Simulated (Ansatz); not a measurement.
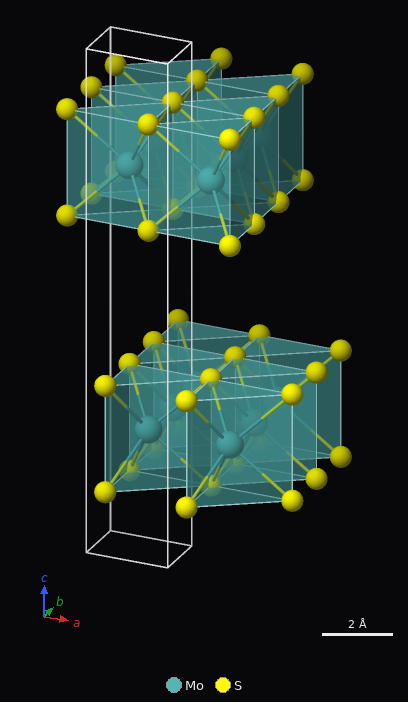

**Figure 1.** The input geometry (polyhedral view of the cell of the calculation, repeated 2 × 3 × 1, seen slightly off an axis; polyhedra are completed across the faces of the cell).

# Run report: MoS₂ (charge −6), single-point calculation

MoS₂ (P6₃/mmc, 6 atoms in the cell, total charge −6), computed with DFT, PBE, plane waves, PAW, no spin polarisation (Ansatz 0.2.0).

The structure derives from a Materials Project entry. Some settings of this run were made unusual or wrong on purpose.

### Output
```
Engine: ansatz 0.2.0, x86_64-unknown-linux-gnu
Pseudopotentials: kind: paw
Pseudopotential: Mo, paw, valence charge 14, recommended cutoff 420 eV (normal), Mo.paw.azcp
Pseudopotential: S, paw, valence charge 6, recommended cutoff 420 eV (normal), S.paw.azcp
Functional definition: PBE
  parameter kappa = 0.804
  parameter beta = 0.06672455060314922
  exchange = pbe_x(kappa = kappa, mu = beta*pi^2/3)
  correlation = pbe_c(beta = beta)
Crystal: 6 atoms, lattice volume = 130.096 Å³
Basis set: ecut = 420 eV, 2581 PW (Γ), exchange–correlation on 48×48×200 points (8 copies of the dense FFT grid, shifted against one another)
Bands: 35, of which v1, the nominal top of the filled ones, is band 29 counted from 1 (28 counted from 0)
Symmetry: 24 space group operations
Space group: P63/mmc (ITA 194), of the structure as read, at distance tolerance 5.1e-5 Å
k-points: 38 of 288
Non-local potential: Mo, projectors of the file, l = 0: 3, l = 1: 2, l = 2: 2, l = 3: 1
Non-local potential: S, projectors of the file, l = 0: 2, l = 1: 2, l = 2: 2
PAW form: soft (Blöchl's): semilocal exchange-correlation on the pseudo side does not see the compensation charge
PAW one-centre angular grid: Mo, 590 points (default); XC on 64 Gauss nodes
PAW one-centre angular grid: S, 110 points (default); XC on 64 Gauss nodes
Initial density: superposition of atomic densities (neutral atoms scaled as one to the charged cell's electrons: chi_scale 0, normalization atom), corrected by the library's trained network
Initial wavefunctions: pseudopotential atomic-orbital guess
Functional: x = pbe(κ = 0.804, μ = 0.2195149727645171), c = pbe(β = 0.06672455060314922)
SCF iter   1: F=—  HF=-13629.415468 eV  |F-HF|=—  |Δ(HF+E_count)|=         —  Δρ=3.39e-1  dr2=1.18e3  ethr=1.77e-3  ⟨swp⟩=11.1  Hψ=8240  notcnv=0  defer=1
preconditioner: auto → LDOS  [insulator: Δε(μ)=0.058 eV  Ē_g=13.421 eV  σ=0.020 eV  W_gap=0.66  n_scr=28 (ndim 8)  ℏωp=23.9 eV  f_vac=0.186  D(μ)=4.29/eV (n_scr^D=40)  ε∞_Penn≈4.2  β→1.0]
SCF iter   2: F=—  HF=-13871.386451 eV  |F-HF|=—  |Δ(HF+E_count)|=    2.42e2  Δρ=6.71e-1  dr2=1.80e3  ethr=1.77e-3  ⟨swp⟩=19.8  Hψ=21760  notcnv=0  defer=56
SCF iter   3: F=—  HF=-13574.916998 eV  |F-HF|=—  |Δ(HF+E_count)|=    2.96e2  Δρ=3.62e-1  dr2=6.97e2  ethr=1.77e-3  ⟨swp⟩=9.7  Hψ=8897  notcnv=0  defer=59
SCF iter   4: F=—  HF=-13472.975524 eV  |F-HF|=—  |Δ(HF+E_count)|=    1.02e2  Δρ=1.26e-1  dr2=4.28e1  ethr=1.77e-3  ⟨swp⟩=10.9  Hψ=8398  notcnv=0  defer=62
SCF iter   5: F=—  HF=-13465.546024 eV  |F-HF|=—  |Δ(HF+E_count)|=    7.43e0  Δρ=3.76e-2  dr2=5.56e0  ethr=1.77e-3  ⟨swp⟩=7.8  Hψ=4932  notcnv=0  defer=28
SCF iter   6: F=—  HF=-13464.255815 eV  |F-HF|=—  |Δ(HF+E_count)|=    1.29e0  Δρ=1.74e-2  dr2=6.46e-1  ethr=1.77e-3  ⟨swp⟩=5.2  Hψ=3586  notcnv=0  defer=27
SCF iter   7: F=—  HF=-13464.201291 eV  |F-HF|=—  |Δ(HF+E_count)|=   5.45e-2  Δρ=1.04e-2  dr2=2.52e-1  ethr=1.11e-3  ⟨swp⟩=3.1  Hψ=1826  notcnv=0  defer=29
SCF iter   8: F=—  HF=-13464.180511 eV  |F-HF|=—  |Δ(HF+E_count)|=   2.08e-2  Δρ=4.18e-3  dr2=6.56e-2  ethr=4.35e-4  ⟨swp⟩=3.2  Hψ=2136  notcnv=0  defer=29
SCF iter   9: F=—  HF=-13464.172079 eV  |F-HF|=—  |Δ(HF+E_count)|=   8.43e-3  Δρ=1.73e-3  dr2=7.41e-3  ethr=1.13e-4  ⟨swp⟩=3.5  Hψ=2272  notcnv=0  defer=30
SCF iter  10: F=—  HF=-13464.172041 eV  |F-HF|=—  |Δ(HF+E_count)|=   3.89e-5  Δρ=1.01e-3  dr2=3.96e-3  ethr=1.28e-5  ⟨swp⟩=2.9  Hψ=1904  notcnv=0  defer=27
SCF iter  11: F=—  HF=-13464.171845 eV  |F-HF|=—  |Δ(HF+E_count)|=   1.96e-4  Δρ=4.71e-4  dr2=1.06e-3  ethr=6.83e-6  ⟨swp⟩=1.1  Hψ=1322  notcnv=0  defer=27
SCF iter  12: F=—  HF=-13464.171792 eV  |F-HF|=—  |Δ(HF+E_count)|=   5.32e-5  Δρ=1.30e-4  dr2=4.26e-5  ethr=1.83e-6  ⟨swp⟩=2.1  Hψ=1378  notcnv=0  defer=27
SCF iter  13: F=—  HF=-13464.171714 eV  |F-HF|=—  |Δ(HF+E_count)|=   7.78e-5  Δρ=5.05e-5  dr2=8.33e-6  ethr=7.34e-8  ⟨swp⟩=2.3  Hψ=1511  notcnv=0  defer=27
SCF iter  14: F=—  HF=-13464.171713 eV  |F-HF|=—  |Δ(HF+E_count)|=   6.52e-7  Δρ=8.86e-6  dr2=3.19e-7  ethr=1.44e-8  ⟨swp⟩=1.4  Hψ=1329  notcnv=0  defer=27
SCF iter  15: F=-13464.171713 eV  HF=-13464.171713 eV  |F-HF|=7.32e-9  |Δ(HF+E_count)|=   1.73e-8  Δρ=1.98e-6  dr2=9.34e-9  ethr=1.72e-10  ⟨swp⟩=15.4  Hψ=7906  notcnv=0
SCF 1 converged in 15 iterations: F = -13464.171713 eV  dr2 = 9.34e-9
  greatest PAW one-centre occupation: 0.999 electrons in one spin orbital (limit 2), on the Mo atom at site 1 (counted from 0), in its partial waves of l = 0
```

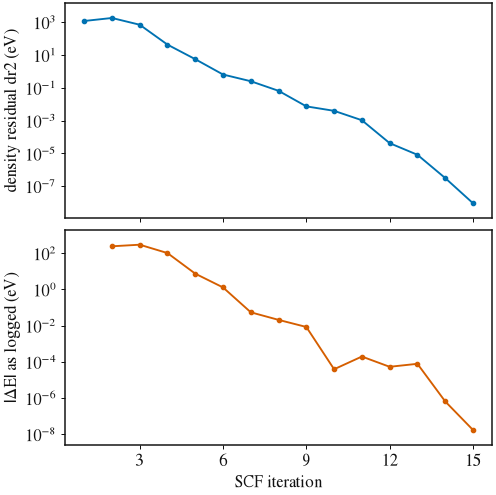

**Figure 2.** Convergence of the self-consistent field: density residual dr2 and size of the energy change against the SCF iteration. The residual falls almost steadily, with no more than small rises.

```
SCF converged after 15 iterations
Free energy (F): -13464.171713 eV
Harris-Foulkes:  -13464.171713 eV  (|F-HF|=7.32e-9)
Internal energy: -13464.166153 eV  (E = F + TS)
E sigma→0 (E₀):  -13464.168933 eV
Entropy (-TS):   -0.005560 eV (-0.927 meV/atom)
Fermi energy:    10.909954 eV
--- Per-component energies (eV) ---
  E_band       = -346.482997
  E_kinetic    = 1430.033655
  E_local      = -5899.904881  (includes V_loc(G=0)·N_el)
  E_nonlocal   = 421.216979
  E_hartree    = 2457.285790
  E_xc         = -820.390966
  E_vxc        = -892.804483  (∫ρ·V_xc dr)
  E_paw        = -8814.006046  (= ΣΔE_a)
  E_vpaw       = -319.604408  (= ΣTr[D̂ρ^β])
  E_aug_tail   = 0.000094  (compensation charges beyond the density's cutoff)
  E_ewald      = -2238.400777
  E_smearing   = -0.005560  (= −TS)
  E_closure    = -0.000000  (closes the sum)
  E_deformation_potential = -84.224372  (in the stress; not in F)
  Σ components = -13464.171713   (vs F -13464.171713, Δ=0.00e0)
--- Forces (eV/Å), atoms counted from 1 ---
  atom   1  Mo     0.00000000     0.00000000     0.00000000
  atom   2  Mo    -0.00000000    -0.00000000     0.00000000
  atom   3  S     -0.00000000    -0.00000000    -2.35305862
  atom   4  S      0.00000000     0.00000000     2.35305862
  atom   5  S     -0.00000000    -0.00000000     2.35305862
  atom   6  S      0.00000000     0.00000000    -2.35305862
  max |Σ_I F_I| component: 2.08e-17 eV/Å
--- Stress (GPa, compression-positive) ---
        1.519311      -0.000000       0.000000
       -0.000000       1.519311       0.000000
        0.000000       0.000000       7.330614
  P = ⅓ Tr σ = 3.4564 GPa (34.564 kbar)
--- Band table (eV; the first three rows and the last of 38) ---
  k-point 0: bands = ["-51.0441", "-51.0441", "-25.4094", "-25.4094", "-25.0391", "-25.0391", "-25.0391", "-25.0391", "-6.5005", "-6.4595", "-5.2809", "-5.2070", "1.6596", "2.0748", "4.5144", "5.7161", "5.7161", "5.7177", "5.7177", "5.7277", "6.7209", "6.7209", "6.7261", "6.7261", "7.3167", "8.3955", "10.9359", "10.9359", "10.9367", "10.9367", "11.1280", "11.1280", "11.1486", "11.1486", "11.6979"]
  k-point 1: bands = ["-51.0441", "-51.0441", "-25.4094", "-25.4094", "-25.0391", "-25.0391", "-25.0391", "-25.0391", "-6.4805", "-6.4805", "-5.2436", "-5.2436", "1.8457", "1.8457", "5.0491", "5.0491", "5.7169", "5.7169", "5.7169", "5.7169", "6.7235", "6.7235", "6.7235", "6.7235", "7.9483", "7.9483", "10.9362", "10.9362", "10.9362", "10.9362", "11.1384", "11.1384", "11.1384", "11.1384", "11.7787"]
  k-point 2: bands = ["-51.0413", "-51.0413", "-25.4033", "-25.4033", "-25.0688", "-25.0688", "-25.0457", "-25.0457", "-6.3939", "-6.3533", "-5.2302", "-5.1588", "1.7808", "2.1939", "4.4543", "5.4057", "5.4087", "5.4750", "5.8015", "5.8041", "6.5354", "6.5416", "6.5708", "6.7129", "7.3971", "8.3351", "10.4586", "10.6828", "10.8500", "10.8880", "11.0329", "11.0588", "11.1419", "11.1496", "12.1321"]
  k-point 37: bands = ["-50.9968", "-50.9968", "-25.3641", "-25.3641", "-25.3111", "-25.3111", "-25.3062", "-25.3062", "-4.2020", "-4.2020", "-4.1608", "-4.1608", "2.3568", "2.3568", "2.9925", "2.9925", "3.4344", "3.4344", "4.0920", "4.0920", "4.5365", "4.5365", "5.4542", "5.4542", "8.5045", "8.5045", "10.4615", "10.4615", "10.7626", "10.7626", "12.0001", "12.0001", "13.1157", "13.1157", "13.8635"]
```

The run was set up as follows.

### Input
```yaml
crystal:
  lattice:
    - [3.1850687599, 2.9e-09, 0.0]
    - [-1.5925343825, 2.7583504575, 0.0]
    - [0.0, 0.0, 14.8079933817]
  atoms:
    - { symbol: Mo, position: [0.6666666667, 0.3333333333, 0.25] }
    - { symbol: Mo, position: [0.3333333333, 0.6666666667, 0.75] }
    - { symbol: S, position: [0.6666666667, 0.3333333333, 0.6444803399] }
    - { symbol: S, position: [0.3333333333, 0.6666666667, 0.3555196601] }
    - { symbol: S, position: [0.6666666667, 0.3333333333, 0.8555196601] }
    - { symbol: S, position: [0.3333333333, 0.6666666667, 0.1444803399] }
basis:
  ecutwfc: 420
kpoints:
  mp_grid: { grid: [12, 12, 2] }
hamiltonian:
  xc: pbe
scf:
  occupations: { method: gaussian, width: 0.02 }
  max_iter: 80
output:
  forces: true
  eigenvalues: true
  stress: true
total_charge: -6
```

Launched with:
```bash
ansatz run input.yaml --threads 8 --pin off --max-ram 28672MiB --backend cpu --events-out ev --progress --plain --runs-dir out
```

### What the run reported

| quantity | value |
| --- | --- |
| outcome | converged |
| space group (tolerance 0.01 Å) | P6₃/mmc (194) |
| electrons treated | 58 |
| free energy | −13464.1717 eV |
| Fermi energy | 10.910 eV |
| gap on the k-point mesh | none (metallic) |
| pressure | 3.46 GPa |
| largest force (length of the vector) | 2.353 eV/Å |
| hardware | 8 threads of Intel Xeon @ 2.50GHz (Skylake/Cascade Lake), 128 GiB of memory available, shared host |
| wall time | 4.3 s (CPU time 28 s) |
| peak memory | 0.65 GiB |

### What went wrong

The input was spoiled on purpose: a charge that the system can't hold (`total_charge`). The cell cannot bind or give up so many electrons; the background charge dominates. The run converged all the same; its numbers are those of the faulty input and shouldn't be used.
